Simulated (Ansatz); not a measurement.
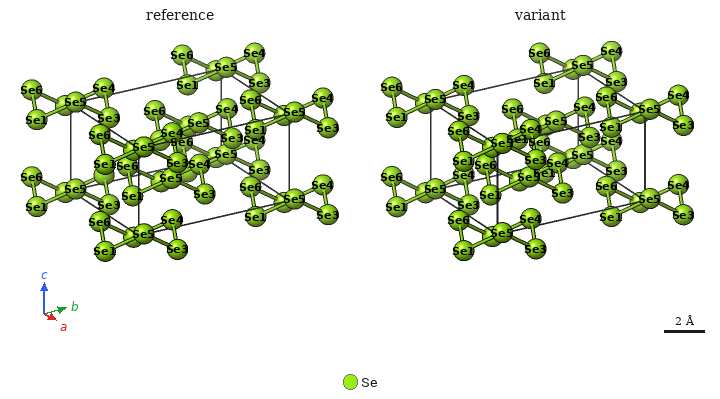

Left: a crystal of Se (built on the database structure type). Right: the same structure after one change, at the same scale. Style: ball-and-stick. Shown: the conventional cell (3 times the calculation's cell), slightly off an axis. Lengths and directions refer to the drawn axes.

The calculation used DFT, r2SCAN, plane waves, PAW (Ansatz). (plane-wave cutoff 500 eV; k-point mesh 6 × 6 × 6; occupations fixed; no spin polarisation)

What was changed?

Answer. The cell is strained by +2.7 % along c and −2.0 % across it (volume −1.4 %) and atoms are displaced by 0.04 Å relative to the cell. No relaxation follows.

What does the change do?

Answer. The energy rises by 4.6 meV per atom. The pressure goes from 0.8 to 1.3 GPa. The principal stresses (compression positive) are 1.0 GPa along c and 1.5 GPa across it. The largest forces, 0.046 eV/Å, act on 6 Se atoms of the calculation's cell. Among the bonded contacts that change: Se–Se 2.371 → 2.376 Å. The space group stays R-3 (No. 148).
